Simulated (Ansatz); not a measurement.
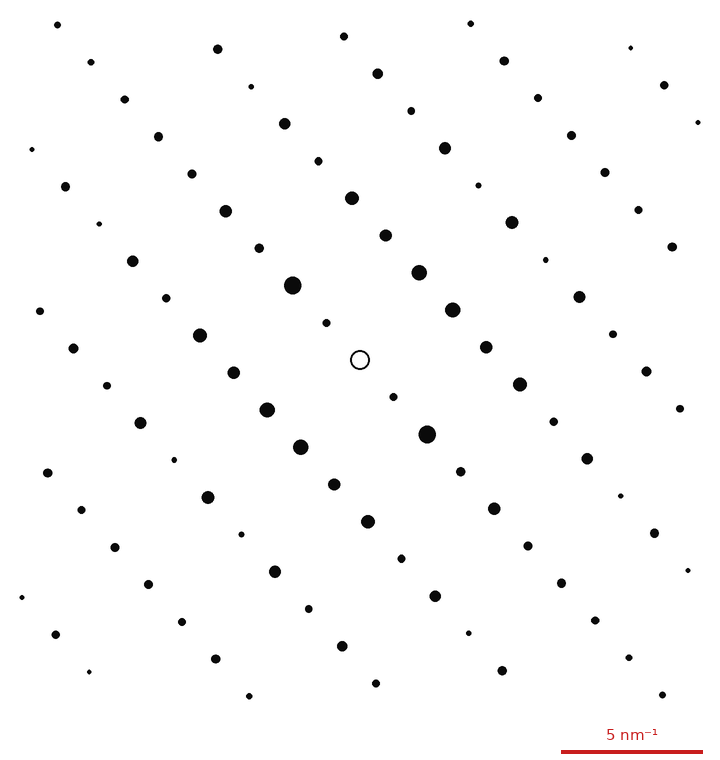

Kinematic zone-axis pattern, calculated for 100 keV electrons with B = 0.5 Å².

Candidate phases (model or computed cells):
A. Pb, space group C2/c (No. 15), a = 3.45 Å, b = 11.21 Å, c = 3.59 Å, β = 102.47°
B. Se, space group C2/c (No. 15), a = 2.77 Å, b = 7.50 Å, c = 4.52 Å, β = 90.97°
C. Fe, space group P6/mmm (No. 191), a = 4.25 Å, c = 2.41 Å (hexagonal axes)
D. Pb, space group P6_3/mmc (No. 194), a = 3.59 Å, c = 5.88 Å (hexagonal axes)

Q: Which candidate gives this pattern, and along which zone?

A: Candidate A (Pb), along [101]. The spots form a centred rectangular net whose two shortest vectors correspond to d = 5.61 Å and 2.66 Å, 76.3° apart. They index as 0 2 0 and 1 1 -1; no zone of the other candidates with indices up to 3 has this net.
